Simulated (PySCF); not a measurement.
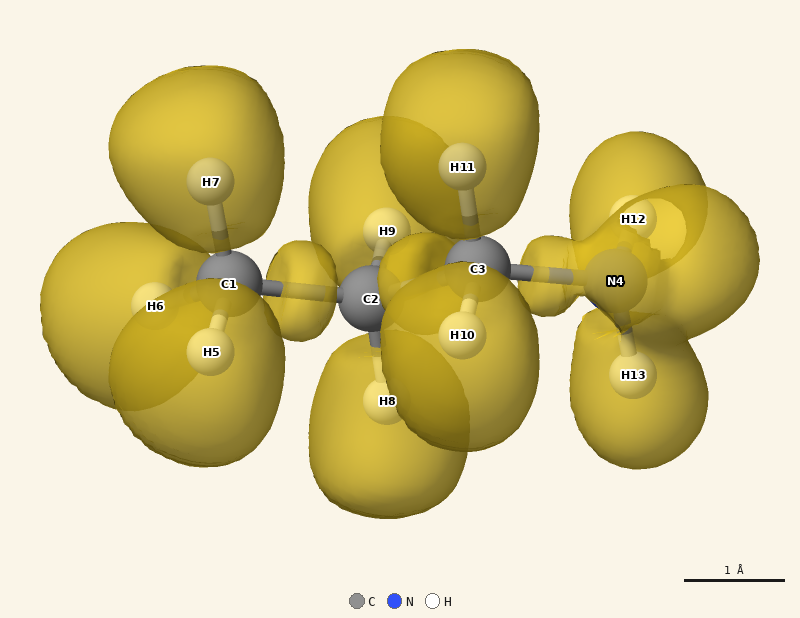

Figure. C3H9N. Isosurface of the ELF at 0.75 (yellow), seen from one side. Core shells and regions of very low density are left out.

Geometry: PBE0-D3(BJ)/def2-SVP.

All numbers below come from PySCF, PBE0/pcSseg-2, SCF density, gas phase, non-relativistic.

Input

```
{"job": {"xc": "PBE0", "basis": "pcSseg-2", "kind": "nmr", "pop": true}, "charge": 0, "multiplicity": 1}
C     -1.706061    -0.063698    -0.550696
C     -0.252820     0.372445    -0.637888
C      0.674533    -0.413356     0.286560
N      2.074902    -0.046572     0.251832
H     -1.820484    -1.127356    -0.816283
H     -2.349175     0.518025    -1.228211
H     -2.100413     0.062445     0.470864
H      0.109679     0.267549    -1.676967
H     -0.167383     1.447772    -0.396134
H      0.591058    -1.489789     0.051186
H      0.314986    -0.314720     1.326773
H      2.185351     0.938714     0.486370
H      2.441438    -0.150974    -0.693022
```

Run with:

```sh
OMP_NUM_THREADS=1 python ens_run.py task.json out
```

Identify the bonds, lone pairs and shells in this picture.

Answer. At this value the surface marks out two regions between bonded C–C atoms (shared pairs), seven regions around hydrogen nuclei and one joined region spread over several atoms (H, N), in which their bonds and any lone pairs are merged. Along the contacts the grid gives the following. C–N (1.45 Å): the ELF peaks at about 0.95 between the atoms (a covalent bond). C–C (1.52 Å): the ELF peaks at about 0.95 between the atoms; localised, covalent bonding.
